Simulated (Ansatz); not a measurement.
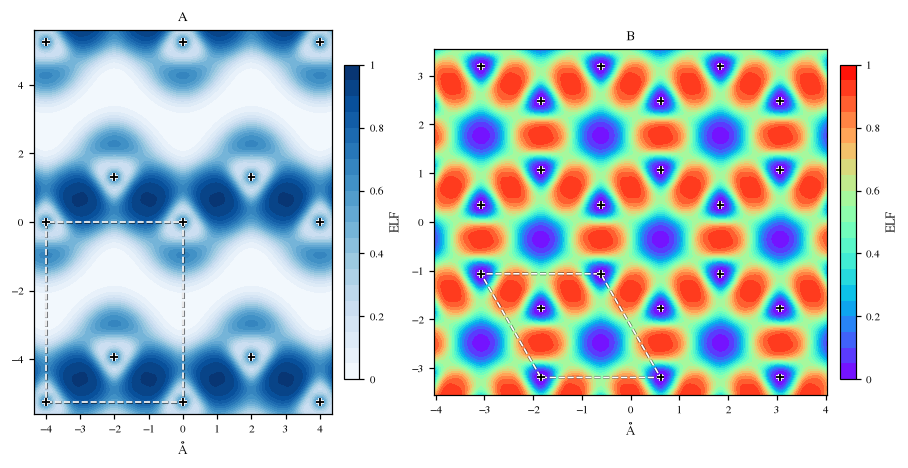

The ELF of 2 systems, each on a plane through atoms (crosses mark nuclei in the plane).

These are results of DFT r2SCAN, scalar-relativistic, plane waves, PAW in Ansatz, not measurements.

System 1: Si, the (010) plane of the conventional cell. Space group I4₁/amd; a generated structure, not necessarily the stable one.

```xyz
4
Lattice="4.0008 0.0000 0.0000 0.0000 4.0008 0.0000 0.0000 0.0000 5.2450" Properties=species:S:1:pos:R:3 pbc="T T T"
Si    0.0000    2.0004    1.3113
Si    2.0004    2.0004    2.6225
Si    2.0004    0.0000    3.9338
Si    0.0000    0.0000    0.0000
```

System 2: C, the (001) plane of the conventional cell. Space group P6₃/mmc; a generated structure, not necessarily the stable one.

```yaml
crystal:
  lattice:
    - [2.45598, 0.00000, 0.00000]
    - [-1.22799, 2.12694, 0.00000]
    - [0.00000, 0.00000, 7.02754]
  atoms:
    - { symbol: C, position: [0.00000, 0.00000, 0.75000] }
    - { symbol: C, position: [0.33333, 0.66667, 0.75000] }
    - { symbol: C, position: [0.00000, 0.00000, 0.25000] }
    - { symbol: C, position: [0.66667, 0.33333, 0.25000] }
```

### Which map belongs to which system?

Panel A is system 1, Si: the plane holds Si. Si–Si (2.39 Å): the ELF peaks at about 0.95 between the atoms: a shared electron pair. Panel B is system 2, C: the plane holds C. C–C (1.42 Å): the ELF peaks at about 0.95 between the atoms.
